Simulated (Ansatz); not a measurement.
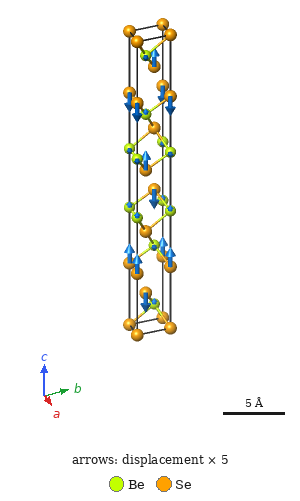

A relaxation of crystalline Be2Se3 (built on the tetradymite_166 type) (coarse preliminary run). The starting structure is drawn; blue arrows show the displacements (the part carried along by the change of the cell is left out), 5 times their true length.

The picture is a ball-and-stick view of the conventional cell (3 times the calculation's cell), seen slightly off an axis. Lengths and directions refer to the drawn axes.

Case: tetradymite type (R-3m, No. 166).

Method: Ansatz 0.2.0, DFT PBE, scalar-relativistic, plane waves, PAW. (plane-wave cutoff 420 eV; k-point mesh 6 × 6 × 6; occupations gaussian; smearing width 0.1 eV; no spin polarisation; cell and atoms relaxed; force threshold 0.04 eV/Å; at most 70 steps)

Which element moves most?

Selenium: up to 0.34 Å, against 0.10 Å for beryllium.

What did the optimiser do to the structure, and how much energy did it gain?

The largest moves relative to the cell, 0.34 Å, are those of Se atoms. Largest moves by element: Se 0.34 Å, Be 0.10 Å. Cell: a = b 3.616 → 3.524 Å (−2.5 %), c 25.140 → 24.212 Å (−3.7 %). Volume −8.5 %. Near-neighbour distances that change, for instance: Se–Se 2.999 → 3.428 Å, Se–Se 3.748 → 3.346 Å, Be–Se 2.534 → 2.241 Å, Be–Se 2.677 → 2.661 Å. Among the angles between lasting bonds that change: Be–Se–Be 91.0° → 103.7°, Se–Be–Se 91.0° → 103.7°, Se–Be–Se 175.8° → 164.7°. The space group stays R-3m (No. 166). The energy falls by 196 meV per atom in 5 accepted moves (6 points after the start). Largest force component: 1.5 eV/Å at the start, 0.027 eV/Å at the end. Pressure: −9.18 GPa at the start and 0.21 GPa at the end. At 1 point the geometry stayed and the basis and grid were re-selected for the new cell (energy shift of 0.1 meV per atom at most each time). Cost: 21 s on 1 thread of Intel(R) Xeon(R) 6975P-C (Granite Rapids), with other jobs on the host, peak memory 0.45 GiB.
